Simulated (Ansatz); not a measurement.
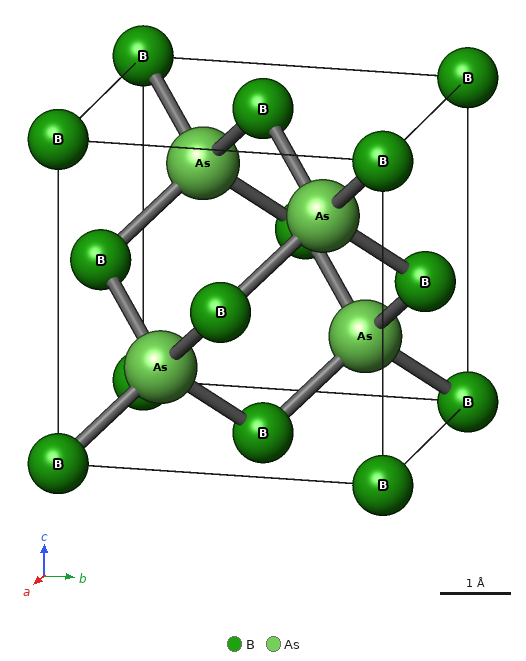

Normal modes of a crystal of BAs, at the zone centre. A ball-and-stick model of the conventional cell (4 times the calculation's cell), seen slightly off an axis. Lengths and directions refer to the drawn axes.

These are results of Ansatz, DFT PBE, scalar-relativistic, plane waves, PAW, not measurements. Set-up: plane-wave cutoff 420 eV; k-point mesh 10 × 10 × 10; occupations fixed; no spin polarisation.

Frequencies are those without the non-analytic (LO–TO) term.

Q: Give the spectrum at this point.

A: The calculation's cell holds 2 atoms, so there are 3 optical modes, in 1 level. The optical modes span T₂. No level is unstable.

| level | symmetry | frequency (cm⁻¹) | activity |
| --- | --- | --- | --- |
| 1 | T₂ | 677 | infrared- and Raman-active |

The displacement patterns (one member of each degenerate set):

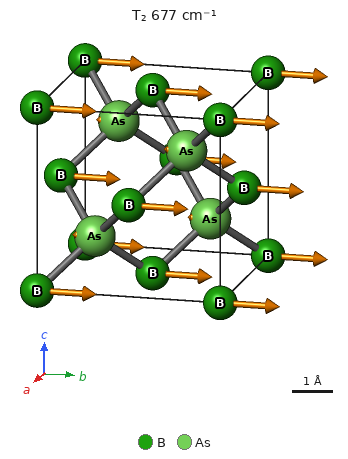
